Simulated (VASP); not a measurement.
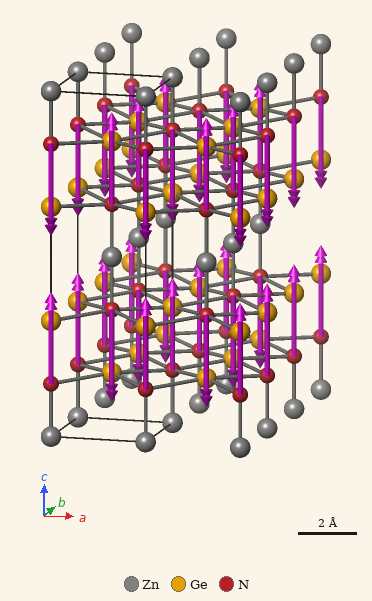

A relaxation of crystalline ZnGe2N2 (a generated structure, set up in I4/mmm). The starting structure is drawn; purple arrows show the displacements (the part carried along by the change of the cell is left out), 20 times their true length.

Style: ball-and-stick. Shown: the conventional cell (2 times the calculation's cell), repeated 2 × 3 × 1 with one cell outlined, slightly off an axis. Lengths and directions refer to the drawn axes.

The run lets cell and atoms move.

Computed with VASP 6.6.1, Kohn-Sham DFT of a periodic cell, PBE, VASP PAW PBE potentials, recommended.

Input file:
```
SYSTEM = ZnGe2N2
PREC = Normal
ENCUT = 520
EDIFF = 1E-4
ISMEAR = 0
SIGMA = 0.15
LREAL = .False.
LASPH = .True.
NELM = 60
ALGO = Fast
ISIF = 3
LWAVE = .False.
LCHARG = .False.
GGA = PE
IBRION = 2
NSW = 24
EDIFFG = -0.08
KPAR = 2
```

Launched with:
```bash
cat potpaw_PBE.64/Zn/POTCAR potpaw_PBE.64/Ge_d/POTCAR potpaw_PBE.64/N/POTCAR > POTCAR
mpirun -np 2 vasp_std > vasp.out
```

Question: Atoms of which element are displaced furthest, and by how much?

Answer: Nitrogen: up to 0.16 Å, against 0.04 Å for germanium.

Question: Describe the change and its energy.

Answer: The largest moves relative to the cell, 0.16 Å, are those of N atoms. By element the largest moves are N 0.16 Å, Ge 0.04 Å. Zn stays in place. The drawn cell changes as follows: a = b 3.400 → 3.560 Å (+4.7 %), c 12.200 → 11.170 Å (−8.4 %); the volume changes by +0.4 %. Among the contacts that change: Ge–N 2.220 → 1.910 Å, Ge–N 2.409 → 2.518 Å, N–Zn 1.867 → 1.871 Å. The space group stays I4/mmm (No. 139). After 22 geometry steps the energy has fallen by 98.5 meV per atom. The largest force component goes from 2 to 0.079 eV/Å. The pressure goes from −0.76 to 0.81 GPa. It ran on 2 threads of Intel(R) Xeon(R) Platinum 8488C (Sapphire Rapids), with other jobs on the host.
